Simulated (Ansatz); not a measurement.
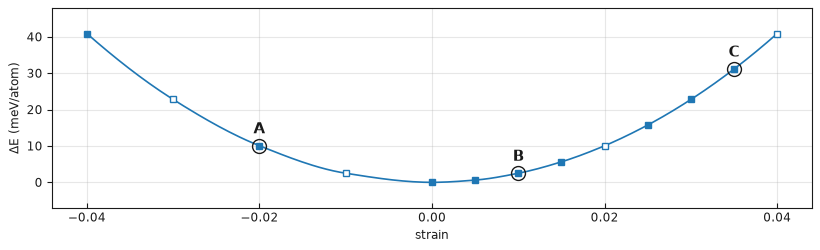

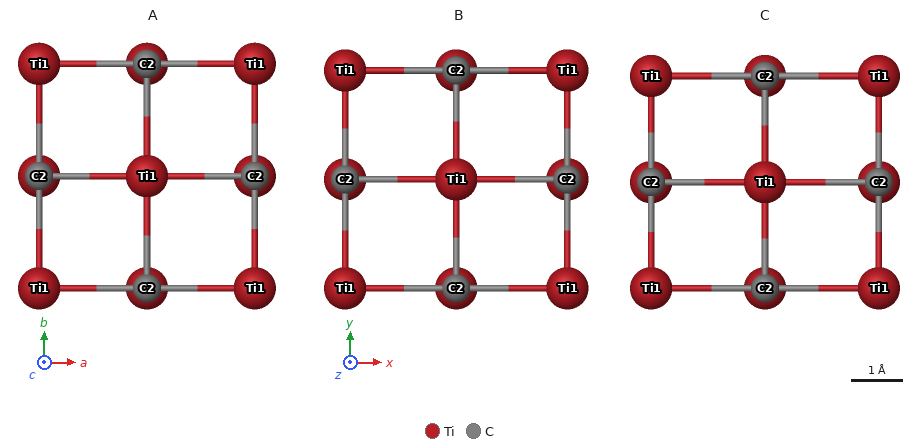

Energy scan for a crystal of TiC (Fm-3m), in which the cell is strained along x and oppositely along y, with the atoms kept at their fractional coordinates. x, y and z are the Cartesian axes of the input. The lettered frames are marked on the plot. Hollow markers are points alike by symmetry, not computed again. Style: ball-and-stick. Shown: the conventional cell (4 times the calculation's cell), along the c axis. Lengths and directions refer to the drawn axes.

Level of theory: DFT PBE, scalar-relativistic, plane waves, PAW (Ansatz 0.2.0). Settings: plane-wave cutoff 420 eV; k-point mesh 18 × 18 × 18; occupations gaussian; smearing width 0.15 eV; no spin polarisation. Energies (free energies at the smearing named) are counted from the cell as listed in its source, which wasn't relaxed.

> Read off the main features of the energy profile.

Of the computed points the lowest is at the strain 0.00, 0.0 meV/atom. The end points stand at 40.9 meV/atom (−0.04) and 40.9 meV/atom (0.04). The unrelaxed reference is under a pressure of 0.9 GPa. The distortion takes the space group from Fm-3m to Fmmm. At the strain −0.04 the cell of the drawing goes a 4.328 → 4.155 Å, b 4.328 → 4.501 Å.
